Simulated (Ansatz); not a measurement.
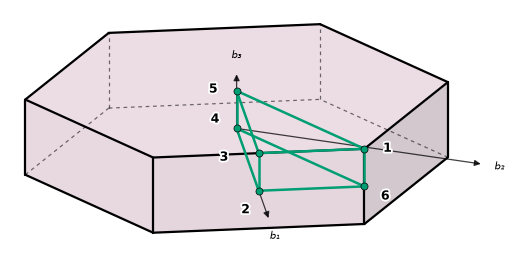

The first Brillouin zone of a primitive hexagonal lattice (hP; extended symbol hP2) is drawn with its special points numbered. Crystal: N, the end point of a relaxation with DFT, PBE, PAW with Ansatz's default frozen-core files, scalar-relativistic in Ansatz 0.2.0; the starting structure was generated, so it need not be a known form of this composition. Symmetry computed with spglib at a tolerance of 0.002 Å; standard conventional cell.

a = 1.916 Å, b = 1.916 Å, c = 7.648 Å, α = 90.00°, β = 90.00°, γ = 120.00°.

Labels and path follow the convention of Hinuma et al. (2017), as computed by seekpath; the arrows show the directions of the reciprocal primitive vectors b₁, b₂, b₃, in which coordinates are given.

Which special point is each number?

```
no.  label      coordinates
  1      H  (1/3, 1/3, 1/2)
  2      M      (1/2, 0, 0)
  3      L    (1/2, 0, 1/2)
  4      Γ        (0, 0, 0)
  5      A      (0, 0, 1/2)
  6      K    (1/3, 1/3, 0)
```
